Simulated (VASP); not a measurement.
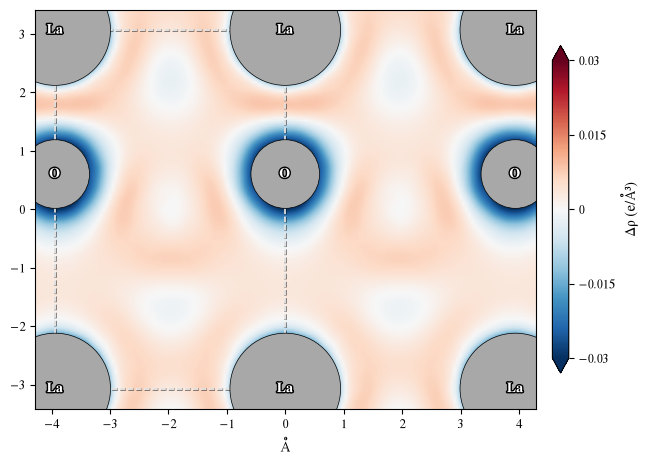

La2O3. Difference of the valence pseudo-densities of two functionals at the same geometry, on the (100) plane of the calculation cell: one of PBEsol and r2SCAN less the other.

Both computed with VASP (plane waves, PAW), on the same k-point mesh. Grey discs cover the atomic cores.

### Which was subtracted from which, and what does the map show?

It is PBEsol less r2SCAN. Against r2SCAN, PBEsol gives more density around La (+0.004 e/Å³ on average at 1.2 Å from the nucleus), less density around O (−0.017 e/Å³ on average at 0.7 Å from the nucleus) and a change of +0.008 e/Å³ at the midpoint of La–O.
